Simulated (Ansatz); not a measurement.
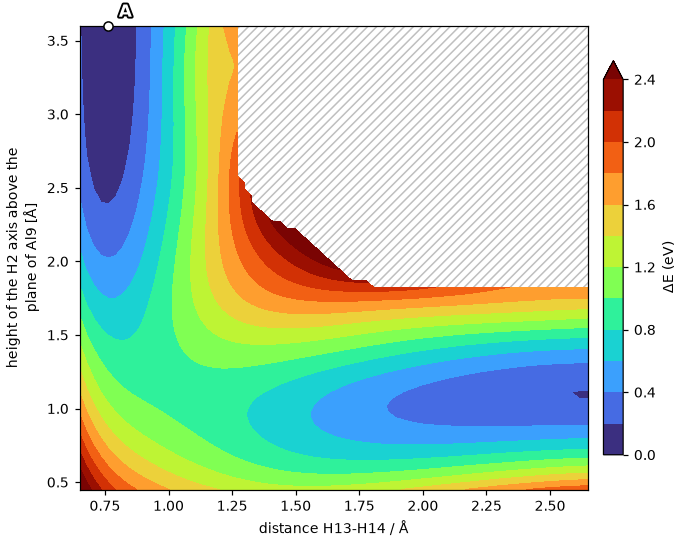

H₂ on an Al(100) slab cut from the Fm-3m phase, its upper half relaxed before the scan (12 atoms of substrate and one adsorbate in a 2 × 2 cell). H2 lies flat over one site of a rigid substrate while its bond length and height are varied; it sits over a hollow of the top layer over the deeper atom Al5, heights counted from the top plane, its axis along the second surface vector. First axis: distance H13-H14. Second axis: height of the H2 axis above the plane of Al9. The grid has 8 × 9 points. At 15 points there is no value (left out: too close to the surface, or the stretched molecule far from it). Points are written as (first, second). All energies are given in eV relative to the lowest grid point. The calculation used DFT PBE, scalar-relativistic, plane waves, PAW in Ansatz 0.2.0. Settings: cutoff 420 eV, k-mesh 5×5×1, gaussian smearing 0.1 eV, no spin polarisation.

In the figure: filled contours, one colour for all values above the top of the scale, hatched blanks where no value was computed, the point A. Between grid points the surface is interpolated.

Q: Find the lowest path from A to the other arm of the map, and its barrier.

A: The easiest path runs from the intact molecule far from the surface, (0.750 Å, 3.60 Å), to the stretched end of the scan, (2.650 Å, 1.09 Å). Its highest point, at about (1.04 Å, 1.16 Å), lies about 0.93 eV above the start and 0.74 eV above the end on the interpolated surface. An end on the edge of the scan is no minimum, so the barrier from there is a lower bound.

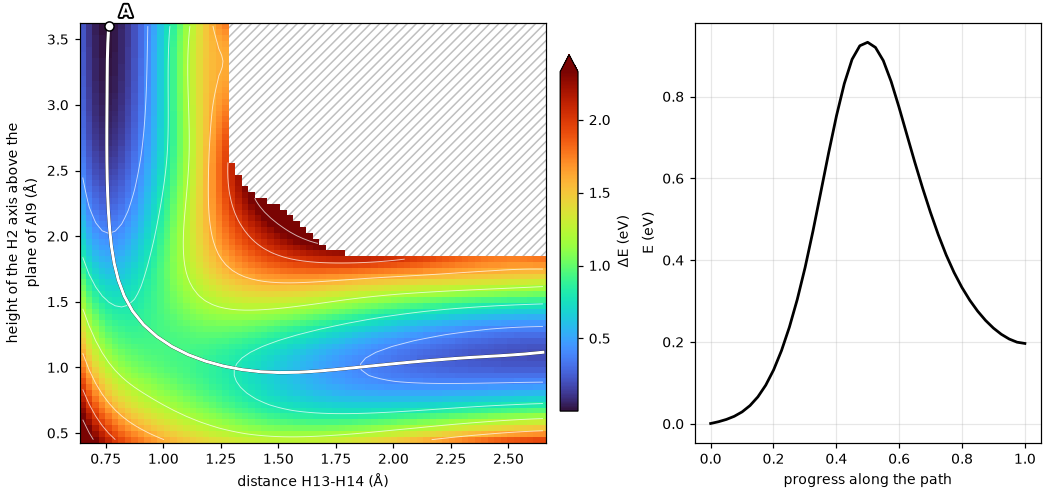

In the figure: a smooth colour map with a few white contour lines, a line along the lowest path, one colour for all values above the top of the scale, hatched blanks where no value was computed, the energy along the path at the right. Between grid points the surface is interpolated.

PAW datasets: the set soft_1.
